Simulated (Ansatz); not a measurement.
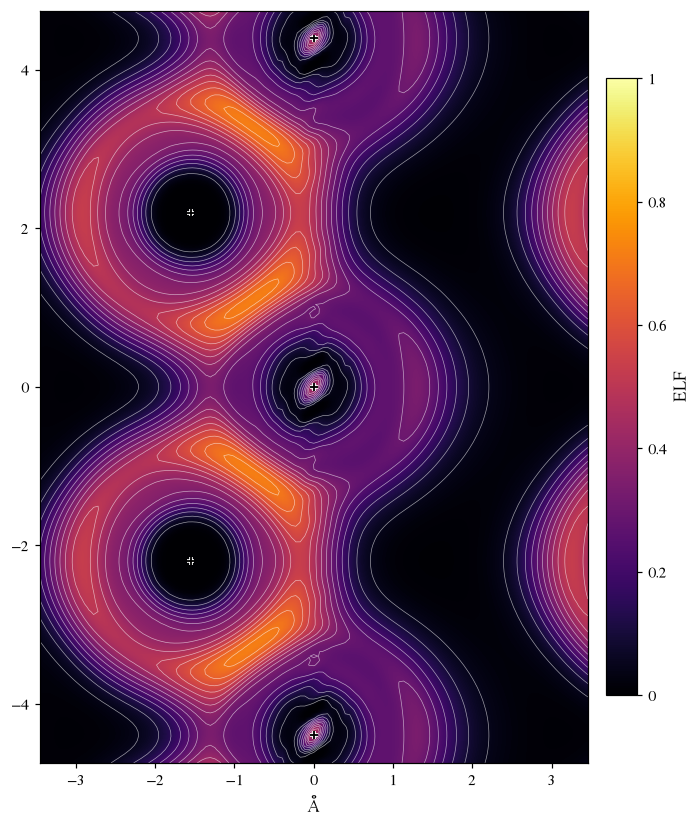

The electron localisation function on a plane through atoms (crosses mark nuclei in the plane).

The calculation used DFT PBE, scalar-relativistic, plane waves, PAW (Ansatz 0.2.0).

Candidates:
A. CoPtO$_{2}$, a = 2.77 Å, b = 2.77 Å, c = 18.42 Å, α = 90.00°, β = 90.00°, γ = 120.00°. Space group R-3m; a structure from a database of computed crystals, not necessarily the ambient phase; changed on purpose from its base cell (strain -0.030 along x and y, +0.030 along z, atoms carried along); not relaxed (largest force 0.6 eV/Å); computed pressure about 6 GPa in this cell; computed without spin polarisation.
B. GaSb, a = 6.21 Å, b = 6.21 Å, c = 6.21 Å, α = 90.00°, β = 90.00°, γ = 90.00°. Space group F-43m.

Which system is this?

Candidate B: GaSb on the (110) plane of the conventional cell, which holds Ga and Sb. Ga–Sb (2.69 Å): the ELF peaks at about 0.70 between the atoms.
